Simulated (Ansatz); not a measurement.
Given this structure:

```cif
data_structure
_symmetry_space_group_name_H-M 'P 1'
_symmetry_Int_Tables_number 1
_cell_length_a 2.7553
_cell_length_b 2.7553
_cell_length_c 7.5302
_cell_angle_alpha 90.000
_cell_angle_beta 90.000
_cell_angle_gamma 90.000
_cell_volume 57.16
loop_
_atom_site_label
_atom_site_type_symbol
_atom_site_fract_x
_atom_site_fract_y
_atom_site_fract_z
_atom_site_occupancy
Al1 Al 0.00000 0.00000 0.50000 1
Al2 Al 0.50000 0.50000 0.21944 1
Al3 Al 0.50000 0.50000 0.78056 1
Cu1 Cu 0.00000 0.00000 0.00000 1
```

Question: Before looking at a picture, describe the arrangement of atoms.

Answer: The formula is Al3Cu. It is primitive tetragonal, space group P4/mmm (No. 123). Cell content 3 Al, 1 Cu; Z = 1.

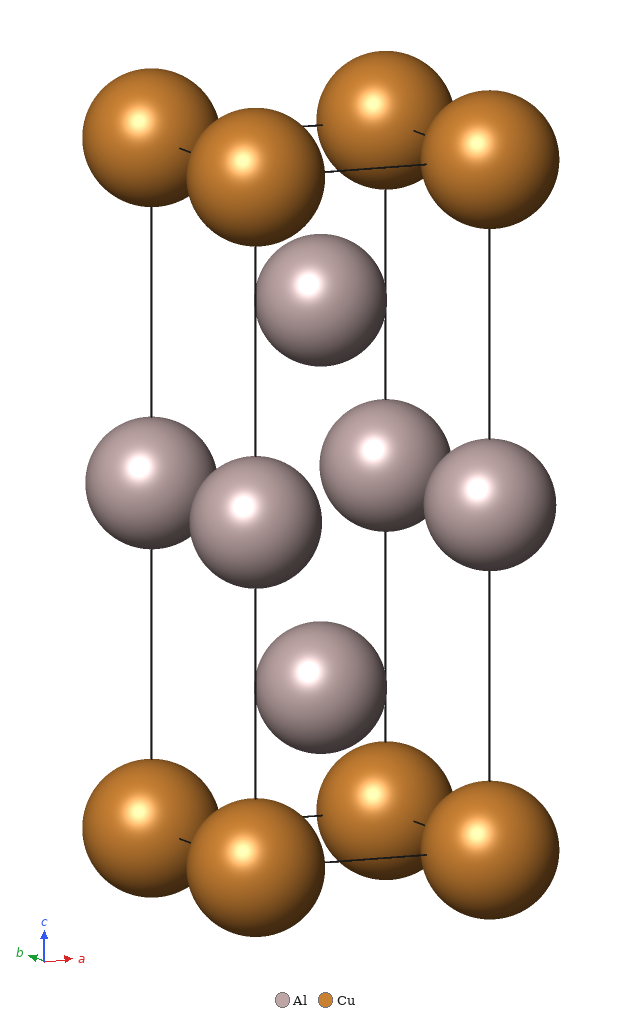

This spheres-only model is shown slightly off an axis. The edges of the conventional unit cell are marked.

The cell started as a structure listed in the Materials Project. This is the structure after a relaxation with Ansatz, DFT LDA, scalar-relativistic, plane waves, PAW.
